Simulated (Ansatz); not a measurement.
**Two runs on MoS**

System: MoS (Pm-3m, 2 atoms in the cell).
Method of the first run: DFT PBEsol+U, scalar-relativistic, plane waves, PAW, Ueff = 2 eV on Mo d, spin-polarised (Ansatz 0.2.0).

The structure was built on a prototype by a generator; it need not be a known phase. Text and figures count atoms from 1; the logs count them from 0 in places.

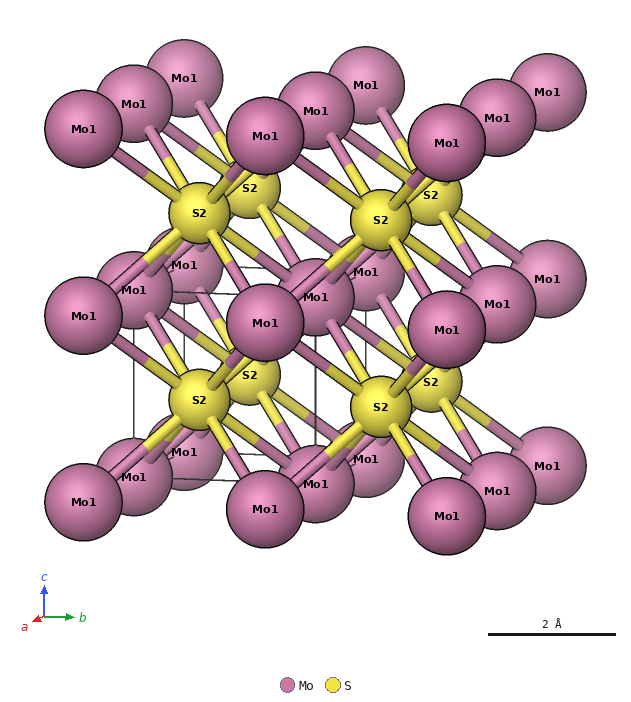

**Figure 1.** The structure (ball-and-stick view of the cell of the calculation, repeated 2 × 2 × 2, seen slightly off an axis; atoms are numbered from 1 in the order of the input). An atom can appear more than once, as a periodic image. Near neighbours in the periodic cell (some may lie outside the picture): Mo has 8 S at 2.57 Å; S has 8 Mo at 2.57 Å.

### The input, the first run
```yaml
crystal:
  lattice:
    - [2.9706444822, 0.0, 0.0]
    - [0.0, 2.9706444822, 0.0]
    - [0.0, 0.0, 2.9706444822]
  atoms:
    - { symbol: Mo, position: [0.0, 0.0, 0.0], spin: 3.5 }
    - { symbol: S, position: [0.5, 0.5, 0.5] }
basis:
  ecutwfc: 420
kpoints:
  mp_grid: { grid: [14, 14, 14] }
hamiltonian:
  xc: pbesol
  hubbard: { sites: [{ species: Mo, l: d, u_eff: 2.0 }] }
scf:
  occupations: { method: gaussian, width: 0.05 }
output:
  forces: true
  stress: true
  eigenvalues: true
  populations: true
magnetization:
  spin_polarized: true
```

Launched with:
```bash
ansatz run input.yaml --threads 1 --pin off --max-ram 2560MiB --backend cpu --events-out ev --progress --plain --runs-dir out
```

Hardware: 1 thread of Arm Neoverse V2, 24 GiB of memory available, shared host.

### Output, shortened to warnings, some set-up lines, iterations and results (the first run)
```
WARN: the starting moments were not kept: the SCF closed with an absolute magnetisation of 1.3e-6 μB, where they sum to 3.5 μB in size (1 site). That is at most 0.1 of that sum. Measured as dr2_m measures the in/out step, that magnetisation stands 6.1e-13 eV from none, at or under the dr2_threshold of 1.0e-7 eV: it is no larger than a step whose dr2_m would equal this threshold. The system may …
Basis set: ecut = 420 eV, 485 PW (Γ), exchange–correlation on 40×40×40 points (8 copies of the dense FFT grid, shifted against one another)
Symmetry: 48 space group operations
k-points: 120 of 2744
Initial density: superposition of atomic densities (chi_scale 0.1, normalization cell)
[...]
SCF iter   1: F=—  HF=-5779.749531 eV  |F-HF|=—  |Δ(HF+E_count)|=         —  Δρ=1.21e-1 (↑1.21e-1 ↓7.55e-2)  dr2=1.98e0  dr2_m=2.13e0  M=1.935 μB ∫|m|=2.011 μB  β_m=0.30  …
SCF iter   2: F=—  HF=-5779.875859 eV  |F-HF|=—  |Δ(HF+E_count)|=   1.26e-1  Δρ=8.67e-2 (↑8.67e-2 ↓5.94e-2)  dr2=7.83e-1  dr2_m=1.19e0  M=1.744 μB ∫|m|=1.855 μB  β_m=0.30  …
SCF iter   3: F=—  HF=-5779.948250 eV  |F-HF|=—  |Δ(HF+E_count)|=   7.24e-2  Δρ=5.32e-2 (↑4.88e-2 ↓5.32e-2)  dr2=1.82e-2  dr2_m=6.18e-1  M=1.616 μB ∫|m|=1.765 μB  β_m=0.30  …
SCF iter   4: F=—  HF=-5780.121601 eV  |F-HF|=—  |Δ(HF+E_count)|=   1.73e-1  Δρ=4.06e-2 (↑4.06e-2 ↓3.97e-2)  dr2=6.15e-3  dr2_m=3.85e-1  M=1.497 μB ∫|m|=1.638 μB  β_m=0.30  …
SCF iter   5: F=—  HF=-5780.233491 eV  |F-HF|=—  |Δ(HF+E_count)|=   1.12e-1  Δρ=3.23e-2 (↑3.19e-2 ↓3.23e-2)  dr2=2.78e-4  dr2_m=2.47e-1  M=1.366 μB ∫|m|=1.513 μB  β_m=0.30  …
[... 23 lines ...]
SCF iter   6: F=—  HF=-5780.549459 eV  |F-HF|=—  |Δ(HF+E_count)|=   3.76e-2  Δρ=9.11e-3 (↑6.04e-3 ↓9.11e-3)  dr2=8.21e-3  dr2_m=1.33e-2  M=0.462 μB ∫|m|=0.582 μB  β_m=0.90  …
SCF iter   7: F=—  HF=-5780.577603 eV  |F-HF|=—  |Δ(HF+E_count)|=   2.81e-2  Δρ=9.16e-3 (↑9.16e-3 ↓3.43e-3)  dr2=2.93e-2  dr2_m=7.65e-3  M=0.377 μB ∫|m|=0.462 μB  β_m=0.31  …
SCF iter   8: F=—  HF=-5780.586622 eV  |F-HF|=—  |Δ(HF+E_count)|=   9.02e-3  Δρ=4.02e-3 (↑4.02e-3 ↓3.60e-3)  dr2=8.38e-5  dr2_m=3.48e-3  M=0.271 μB ∫|m|=0.329 μB  β_m=0.75  …
SCF iter   9: F=—  HF=-5780.598662 eV  |F-HF|=—  |Δ(HF+E_count)|=   1.20e-2  Δρ=1.14e-3 (↑7.08e-4 ↓1.14e-3)  dr2=1.68e-4  dr2_m=1.53e-4  M=0.060 μB ∫|m|=0.068 μB  β_m=0.72  …
SCF iter  10: F=—  HF=-5780.599176 eV  |F-HF|=—  |Δ(HF+E_count)|=   5.14e-4  Δρ=5.57e-4 (↑4.73e-4 ↓5.57e-4)  dr2=4.10e-5  dr2_m=4.72e-5  M=0.025 μB ∫|m|=0.028 μB  β_m=0.86  …
WARN: the starting moments were not kept: the SCF closed with an absolute magnetisation of 1.3e-6 μB, where they sum to 3.5 μB in size (1 site). That is at most 0.1 of that sum. Measured as dr2_m measures the in/out step, that magnetisation stands 6.1e-13 eV from none, at or under the dr2_threshold …
SCF converged after 22 iterations
Magnetization: -0.0000 μB (10.0000 up, 10.0000 down)
Absolute magnetization: 0.0000 μB (∫|ρ↑−ρ↓|, with the PAW one-centre terms)
Spin contamination: 0.0000 ħ² per cell (⟨S²⟩ above its minimum at these occupations)
Per-site moments (μB) at R_I (Å): [(-9.385434953622232e-7, 1.0612196047188738), (4.61032015030478e-8, 1.0612196047188738)]
Free energy (F): -5780.599326 eV
Harris-Foulkes:  -5780.599326 eV  (|F-HF|=0.00e0)
Internal energy: -5780.597405 eV  (E = F + TS)
E sigma→0 (E₀):  -5780.598366 eV
Entropy (-TS):   -0.001921 eV (-0.961 meV/atom)
Fermi energy:    19.502857 eV
--- Per-component energies (eV) ---
  E_band       = -15.169289
  E_kinetic    = 555.891230
  E_local      = -888.717312  (includes V_loc(G=0)·N_el)
  E_nonlocal   = 173.997729
  E_hartree    = 307.503367
  E_xc         = -281.492596
  E_vxc        = -319.894672  (∫ρ·V_xc dr)
  E_hubbard    = 2.419426  (on-site DFT+U / exact-exchange correction)
[...]
```

For the second run the input was changed thus:
```diff
-  hubbard: { sites: [{ species: Mo, l: d, u_eff: 2.0 }] }
+  hubbard: { sites: [{ species: Mo, l: d, u_eff: 4.0 }] }
```

How does the second run compare with the first run?

The total energies belong to different models, so their difference says nothing on which is more stable or more accurate. The net moment of the cell goes from 0.00 to 1.22 μB. The pressure goes from 0.03 to 12.16 GPa. On the same kind of shared host the second run took about 1.6 times as long.

### Output, shortened to warnings, some set-up lines, iterations and results (the second run)
```
Basis set: ecut = 420 eV, 485 PW (Γ), exchange–correlation on 40×40×40 points (8 copies of the dense FFT grid, shifted against one another)
Symmetry: 48 space group operations
k-points: 120 of 2744
Initial density: superposition of atomic densities (chi_scale 0.1, normalization cell)
[...]
SCF iter   1: F=—  HF=-5777.507240 eV  |F-HF|=—  |Δ(HF+E_count)|=         —  Δρ=1.06e-1 (↑1.06e-1 ↓6.92e-2)  dr2=1.74e0  dr2_m=1.67e0  M=2.304 μB ∫|m|=2.452 μB  β_m=0.30  …
SCF iter   2: F=—  HF=-5777.641814 eV  |F-HF|=—  |Δ(HF+E_count)|=   1.35e-1  Δρ=7.56e-2 (↑7.56e-2 ↓5.32e-2)  dr2=7.13e-1  dr2_m=9.10e-1  M=2.162 μB ∫|m|=2.347 μB  β_m=0.30  …
SCF iter   3: F=—  HF=-5777.714860 eV  |F-HF|=—  |Δ(HF+E_count)|=   7.30e-2  Δρ=4.63e-2 (↑4.06e-2 ↓4.63e-2)  dr2=1.82e-2  dr2_m=4.46e-1  M=2.055 μB ∫|m|=2.312 μB  β_m=0.30  …
SCF iter   4: F=—  HF=-5777.882694 eV  |F-HF|=—  |Δ(HF+E_count)|=   1.68e-1  Δρ=3.50e-2 (↑3.50e-2 ↓3.39e-2)  dr2=9.30e-3  dr2_m=2.82e-1  M=1.949 μB ∫|m|=2.208 μB  β_m=0.30  …
SCF iter   5: F=—  HF=-5777.994398 eV  |F-HF|=—  |Δ(HF+E_count)|=   1.12e-1  Δρ=2.71e-2 (↑2.69e-2 ↓2.71e-2)  dr2=4.45e-4  dr2_m=1.75e-1  M=1.844 μB ∫|m|=2.124 μB  β_m=0.30  …
[... 24 lines ...]
SCF iter  11: F=—  HF=-5778.243487 eV  |F-HF|=—  |Δ(HF+E_count)|=   9.26e-4  Δρ=4.47e-4 (↑3.80e-4 ↓4.47e-4)  dr2=2.36e-5  dr2_m=3.63e-5  M=1.245 μB ∫|m|=1.493 μB  β_m=0.97  …
SCF iter  12: F=—  HF=-5778.243617 eV  |F-HF|=—  |Δ(HF+E_count)|=   1.30e-4  Δρ=1.13e-4 (↑9.17e-5 ↓1.13e-4)  dr2=8.78e-7  dr2_m=2.38e-6  M=1.229 μB ∫|m|=1.475 μB  β_m=0.99  …
SCF iter  13: F=-5778.243628 eV  HF=-5778.243627 eV  |F-HF|=1.23e-7  |Δ(HF+E_count)|=   1.06e-5  Δρ=2.01e-5 (↑2.01e-5 ↓1.85e-5)  dr2=2.92e-9  dr2_m=8.93e-8  M=1.223 μB …
SCF iter  14: F=-5778.243628 eV  HF=-5778.243628 eV  |F-HF|=3.67e-9  |Δ(HF+E_count)|=   4.11e-7  Δρ=2.97e-6 (↑1.82e-6 ↓2.97e-6)  dr2=1.00e-9  dr2_m=1.29e-9  M=1.222 μB …
SCF 2 converged in 14 iterations: F = -5778.243628 eV  dr2 = 1.00e-9
SCF converged after 18 iterations
Magnetization: 1.2217 μB (10.6109 up, 9.3891 down)
Absolute magnetization: 1.4673 μB (∫|ρ↑−ρ↓|, with the PAW one-centre terms)
Spin contamination: 0.0739 ħ² per cell (⟨S²⟩ above its minimum at these occupations)
Per-site moments (μB) at R_I (Å): [(1.0351627249841093, 1.0612196047188738), (-0.10488449157116357, 1.0612196047188738)]
Free energy (F): -5778.243628 eV
Harris-Foulkes:  -5778.243628 eV  (|F-HF|=3.55e-10)
Internal energy: -5778.241979 eV  (E = F + TS)
E sigma→0 (E₀):  -5778.242803 eV
Entropy (-TS):   -0.001649 eV (-0.825 meV/atom)
Fermi energy:    19.723088 eV
--- Per-component energies (eV) ---
  E_band       = -15.097192
  E_kinetic    = 557.790567
  E_local      = -891.796509  (includes V_loc(G=0)·N_el)
  E_nonlocal   = 175.243624
  E_hartree    = 308.969611
  E_xc         = -281.995212
  E_vxc        = -320.507548  (∫ρ·V_xc dr)
  E_hubbard    = 4.221023  (on-site DFT+U / exact-exchange correction)
  E_vhub       = -2.366927  (the Hubbard potential's part of the band-sum identity)
  E_paw        = -3729.039223  (= ΣΔE_a)
  E_vpaw       = -151.399428  (= ΣTr[D̂ρ^β])
  E_aug_tail   = 0.000050  (compensation charges beyond the density's cutoff)
  E_ewald      = -1921.907158
  E_core_change = 0.271249  (= ΣΔE_core)
  E_smearing   = -0.001649  (= −TS)
  E_closure    = -0.000000  (closes the sum)
  Σ components = -5778.243628   (vs F -5778.243628, Δ=0.00e0)
--- Forces (eV/Å), atoms counted from 1 ---
  atom   1  Mo    -0.00000000     0.00000000     0.00000000
  atom   2  S      0.00000000    -0.00000000    -0.00000000
  max |Σ_I F_I| component: 1.51e-30 eV/Å
--- Stress (GPa, compression-positive) ---
       12.162577       0.000000       0.000000
        0.000000      12.162577       0.000000
        0.000000       0.000000      12.162577
  P = ⅓ Tr σ = 12.1626 GPa (121.626 kbar)
Occupation matrices written to [file]
--- Löwdin populations: 2 sites ---
  site symbol       q [e]    m [muB]
     0     Mo     13.8914     1.3599
     1      S      5.9181    -0.1911
  spilling = 0.009529 (of n_electrons = 20.000000)
```

### The two runs side by side

| quantity | the first run | the second run |
| --- | --- | --- |
| outcome | converged | converged |
| free energy per atom (eV) | −2890.2997 | −2889.1218 |
| energy per atom, smearing taken to zero (eV) | −2890.2992 | −2889.1214 |
| gap on the mesh (eV) | 0.00 | 0.00 |
| net moment of the cell (μB) | 0.00 | 1.22 |
| absolute moment of the cell (μB) | 0.00 | 1.47 |
| pressure (GPa) | 0.03 | 12.16 |
| largest force (eV/Å) | 0.000 | 0.000 |
| irreducible k-points | 120 | 120 |
| plane waves at Γ | 485 | 485 |
| wall time (shared host) | 2.3 min | 3.8 min |

For both runs: The electronic state found may not be the lowest one. For the first run: Warnings: some starting moments were not kept. For the second run: The cell is under a pressure of 12.2 GPa at this level, so it is not at its equilibrium volume.
